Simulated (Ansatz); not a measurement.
# C: a failed or faulty run and its cure

System: C (slab, 16 atoms in the cell).
Method of run A: DFT, PBE, dispersion d3bj, plane waves, PAW, PAW set soft_1 (Ansatz 0.2.0).

The structure derives from a Materials Project entry. Text and figures count atoms from 1; the logs count them from 0 in places.

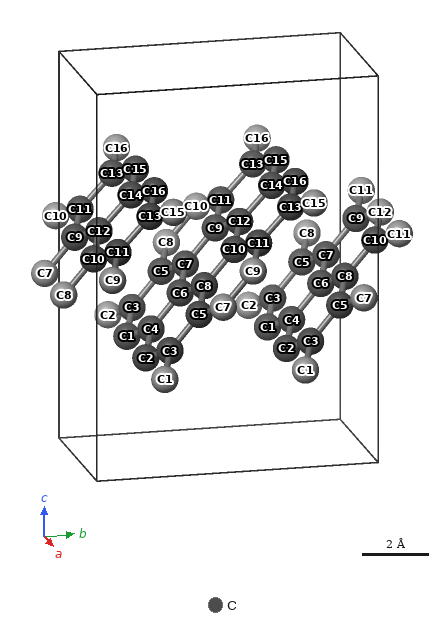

Fig. 1: The structure (ball-and-stick view of the 1 × 2 repeat of the cell, with the vacuum cut short, seen slightly off an axis; neighbours outside the cell are drawn fainter; atoms are numbered from 1 in the order of the input). An atom can appear more than once, as a periodic image.

**Input, run A**
```yaml
crystal:
  lattice:
    - [4.9298676348, 0.0, 0.0]
    - [0.0, 4.4224271207, 0.0]
    - [0.0, 0.0, 22.6937313581]
  atoms:
    - { symbol: c, position: [0.25, 0.4155274479, 0.1762601283] }
    - { symbol: C, position: [0.75, 0.4155274479, 0.1762601283] }
    - { symbol: C, position: [0.0, 0.5195584896, 0.2001805573] }
    - { symbol: C, position: [0.5, 0.5195584896, 0.2001805573] }
    - { symbol: C, position: [0.0, 0.7272227604, 0.2480854171] }
    - { symbol: C, position: [0.5, 0.7272227604, 0.2480854171] }
    - { symbol: C, position: [0.25, 0.8312538021, 0.2720058461] }
    - { symbol: C, position: [0.75, 0.8312538021, 0.2720058461] }
    - { symbol: C, position: [0.25, 0.0442062586, 0.3198735144] }
    - { symbol: C, position: [0.75, 0.0442062586, 0.3198735144] }
    - { symbol: C, position: [0.0, 0.1500827603, 0.3425973154] }
    - { symbol: C, position: [0.5, 0.1500827603, 0.3425973154] }
    - { symbol: C, position: [0.0, 0.3779814405, 0.3900562972] }
    - { symbol: C, position: [0.5, 0.3779814405, 0.3900562972] }
    - { symbol: C, position: [0.25, 0.4764233498, 0.4095285703] }
    - { symbol: C, position: [0.75, 0.4764233498, 0.4095285703] }
basis:
  ecutwfc: 420
kpoints:
  mp_grid: { grid: [6, 6, 1] }
hamiltonian:
  xc: pbe
  pseudopotentials: { kind: paw, azcp: { folder: soft_1 } }
  dispersion: d3bj
scf:
  occupations: { method: gaussian, width: 0.05 }
  max_iter: 60
output:
  forces: true
  eigenvalues: true
efield:
  axis: 3
  dipole_correction: true
  ramp_width: 0.04
```

Launched with:
```bash
ansatz run input.yaml --threads 2 --pin off --max-ram 6144MiB --backend cpu --events-out ev --progress --plain --runs-dir out
```

Hardware: 2 threads of Arm Neoverse V1, 24 GiB of memory available, shared host.

**Output (run A)**
```
Error: YAML parse error: error: line 7 column 17: `c` is not an element symbol (H … Og, case-exact)
 --> <input>:7:17
  |
5 |     - [0.0, 0.0, 22.6937313581]
6 |   atoms:
7 |     - { symbol: c, position: [0.25, 0.4155274479, 0.1762601283] }
  |                 ^ `c` is not an element symbol (H … Og, case-exact)
8 |     - { symbol: C, position: [0.75, 0.4155274479, 0.1762601283] }
9 |     - { symbol: C, position: [0.0, 0.5195584896, 0.2001805573] }
  |
```

### What should be changed in this input?

A setting was made wrong on purpose: an unknown element (`crystal.atoms[0].symbol`). The program refused the input: “YAML parse error: error: line 7 column 17: `c` is not an element symbol (H … Og, case-exact) --> <input>:7:17 | 5 | - [0.0, 0.0, 22.6937313581] 6 | atoms: 7 | - { symbol: c, position: [0.25, 0.4155274479, 0.1762601283] } | ^ `c` is not an element symbol (H … Og, case-exact) 8 | - { symbol: C, position: [0.75, …”

A run of the same system that converges differs from this input as follows (lines with − go, lines with + come):
```diff
-    - { symbol: c, position: [0.25, 0.4155274479, 0.1762601283] }
+    - { symbol: C, position: [0.25, 0.4155274479, 0.1762601283] }
-  max_iter: 60
```

**Output, shortened to warnings, some set-up lines, iterations and results (run B)**
```
Basis set: ecut = 420 eV, 9653 PW (Γ), exchange–correlation on 72×60×320 points (8 copies of the dense FFT grid, shifted against one another)
Symmetry: 4 space group operations
k-points: 16 of 36 (time reversal used)
Initial density: superposition of atomic densities (neutral atoms: chi_scale 0, normalization atom)
[...]
SCF iter   1: F=—  HF=-4011.678749 eV  |F-HF|=—  |Δ(HF+E_count)|=         —  Δρ=6.78e-2  dr2=2.57e1  ethr=3.10e-3  p=-0.000 e·Å  D=-4.09e-8 V/Å  ΔV_dip=0.00 eV  …
SCF iter   2: F=—  HF=-4003.942919 eV  |F-HF|=—  |Δ(HF+E_count)|=    7.74e0  Δρ=2.08e-2  dr2=3.41e0  ethr=3.10e-3  p=0.200 e·Å  D=7.30e-2 V/Å  ΔV_dip=-1.66 eV  …
SCF iter   3: F=—  HF=-4003.785291 eV  |F-HF|=—  |Δ(HF+E_count)|=   1.58e-1  Δρ=9.20e-3  dr2=9.58e-1  ethr=3.10e-3  p=0.122 e·Å  D=4.48e-2 V/Å  ΔV_dip=-1.02 eV  …
SCF iter   4: F=—  HF=-4003.765665 eV  |F-HF|=—  |Δ(HF+E_count)|=   1.96e-2  Δρ=7.17e-3  dr2=5.66e-1  ethr=1.50e-3  p=0.124 e·Å  D=4.54e-2 V/Å  ΔV_dip=-1.03 eV  …
SCF iter   5: F=—  HF=-4003.734902 eV  |F-HF|=—  |Δ(HF+E_count)|=   3.08e-2  Δρ=4.98e-3  dr2=3.58e-1  ethr=8.84e-4  p=0.106 e·Å  D=3.86e-2 V/Å  ΔV_dip=-0.88 eV  …
[... 8 lines ...]
SCF iter  14: F=—  HF=-4003.707786 eV  |F-HF|=—  |Δ(HF+E_count)|=   1.34e-6  Δρ=1.12e-5  dr2=1.50e-6  ethr=5.76e-9  p=0.065 e·Å  D=2.37e-2 V/Å  ΔV_dip=-0.54 eV  …
SCF iter  15: F=—  HF=-4003.707787 eV  |F-HF|=—  |Δ(HF+E_count)|=   9.18e-7  Δρ=6.89e-6  dr2=6.26e-7  ethr=2.35e-9  p=0.065 e·Å  D=2.37e-2 V/Å  ΔV_dip=-0.54 eV  …
SCF iter  16: F=—  HF=-4003.707787 eV  |F-HF|=—  |Δ(HF+E_count)|=   4.60e-7  Δρ=3.00e-6  dr2=1.27e-7  ethr=9.79e-10  p=0.065 e·Å  D=2.37e-2 V/Å  ΔV_dip=-0.54 eV  …
SCF iter  17: F=-4003.707788 eV  HF=-4003.707788 eV  |F-HF|=4.50e-8  |Δ(HF+E_count)|=   1.34e-7  Δρ=1.27e-6  dr2=1.23e-8  ethr=1.56e-10  p=0.065 e·Å  D=2.36e-2 V/Å  …
SCF 1 converged in 17 iterations: F = -4003.707788 eV  dr2 = 1.23e-8
SCF converged after 17 iterations
Free energy (F): -4003.707788 eV
Harris-Foulkes:  -4003.707788 eV  (|F-HF|=4.50e-8)
Internal energy: -4003.684678 eV  (E = F + TS)
E sigma→0 (E₀):  -4003.696233 eV
Entropy (-TS):   -0.023109 eV (-1.444 meV/atom)
Fermi energy:    -2.465354 eV
Dipole field:    D = 0.023613 V/Å  (p = 0.064564 e·Å, saw-weighted, corrected)
Work function:   Φ+ = 5.8017 eV   Φ− = 6.3375 eV
Levels:          The Fermi level and band energies are counted from a zero that moves with the ramp; work functions are not
--- Per-component energies (eV) ---
  E_band       = -685.866093
  E_kinetic    = 1391.881430
  E_local      = -35488.786246  (includes V_loc(G=0)·N_el)
  E_nonlocal   = 380.772313
  E_hartree    = 17033.152562
  E_xc         = -742.429634
  E_vxc        = -913.067934  (∫ρ·V_xc dr)
  E_paw        = -1599.424336  (= ΣΔE_a)
  E_vpaw       = -122.898530  (= ΣTr[D̂ρ^β])
  E_aug_tail   = 0.000256  (compensation charges beyond the density's cutoff)
  E_efield     = 0.000762  (sawtooth field / dipole correction)
  E_vefield    = -0.064635  (∫n·V_field dr)
  E_ewald      = 15023.011914
  E_disp       = -1.863700  (pairwise vdW)
  E_smearing   = -0.023109  (= −TS)
  E_closure    = -0.000000  (closes the sum)
  Σ components = -4003.707788   (vs F -4003.707788, Δ=0.00e0)
--- Forces (eV/Å), atoms counted from 1 ---
  atom   1  C     -0.00000000     1.19936742     1.55482976
  atom   2  C     -0.00000000     1.19936742     1.55482976
  atom   3  C      0.00000000    -1.88193892    -2.31104594
  atom   4  C      0.00000000    -1.88193892    -2.31104594
  atom   5  C      0.00000000     0.84508707     0.99761859
  atom   6  C      0.00000000     0.84508707     0.99761859
  atom   7  C      0.00000000    -0.15955970    -0.22208929
  atom   8  C      0.00000000    -0.15955970    -0.22208929
  atom   9  C     -0.00000000     0.03595205    -0.00047819
  atom  10  C     -0.00000000     0.03595205    -0.00047819
  atom  11  C     -0.00000000    -0.02311334    -0.02598619
  atom  12  C     -0.00000000    -0.02311334    -0.02598619
  atom  13  C     -0.00000000    -0.01664628     0.01941702
  atom  14  C     -0.00000000    -0.01664628     0.01941702
  atom  15  C     -0.00000000     0.00088950    -0.01225356
  atom  16  C     -0.00000000     0.00088950    -0.01225356
  max |Σ_I F_I| component: 7.56e-5 eV/Å
```

**The two runs side by side**

| quantity | run A | run B |
| --- | --- | --- |
| outcome | refused | converged |
| free energy per atom (eV) | – | −250.2317 |
| gap on the mesh (eV) | – | 0.00 |
| work function (eV) | – | 5.80 |
| largest force (eV/Å) | – | 2.980 |
| SCF iterations | – | 17 |
| irreducible k-points | – | 16 |
| plane waves at Γ | – | 9653 |
